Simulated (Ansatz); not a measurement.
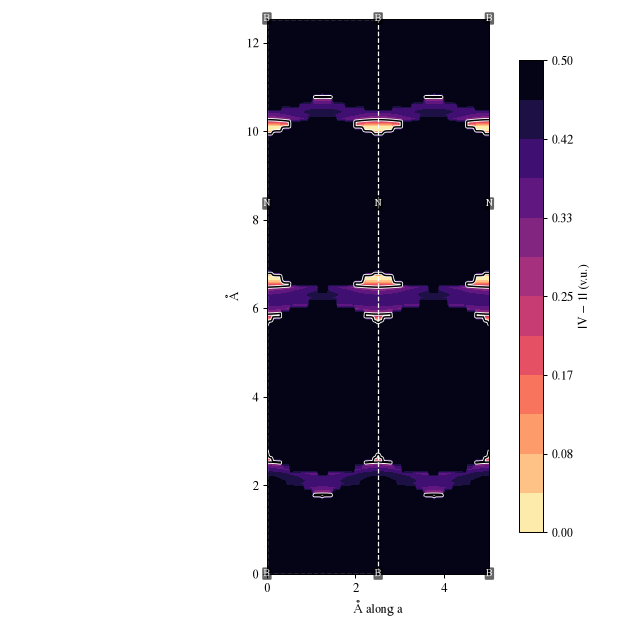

Bond-valence mismatch |V − 1| for Li+ in BN in space group R3m on the section y = 0.000 (parallel to a and c; the dashed line is one cell); the black line is the 0.25 v.u. contour, and values above the scale's top are cut off.

At each point the valence sum V of a Li+ ion is computed from the anions within 5 Å (s = exp((R0 − d)/b), R0 fitted to published crystal structures with b = 0.37 Å; R0: Li+–N 1.616 Å). Points too close to the other cations are excluded (2.0 Å from B). Li+ is a guest here, not part of the formula. This is an empirical screen for pathways, not an energy calculation.

Origin of the cell: the geometry relaxed with DFT PBE, scalar-relativistic, plane waves, PAW in Ansatz.

```
B N
1.0
     2.51214    0.00000    0.00000
    -1.25607    2.17558    0.00000
     0.00000    0.00000   12.53787
B N
3 3
Direct
  0.00000 0.00000 0.00044
  0.66667 0.33333 0.33378
  0.33333 0.66667 0.66711
  0.66667 0.33333 0.00046
  0.33333 0.66667 0.33379
  0.00000 0.00000 0.66712
```

Question: In the whole crystal, how are the regions below 0.25 v.u. connected?

Answer: The regions form a two-dimensional network in layers parallel to (001).

Question: At which mismatch do paths open?

Answer: From a mismatch of about 0.15 v.u. the regions form a two-dimensional network in layers parallel to (001). No third dimension opens below 0.7 v.u. These are grid estimates, good to about 0.1 v.u.
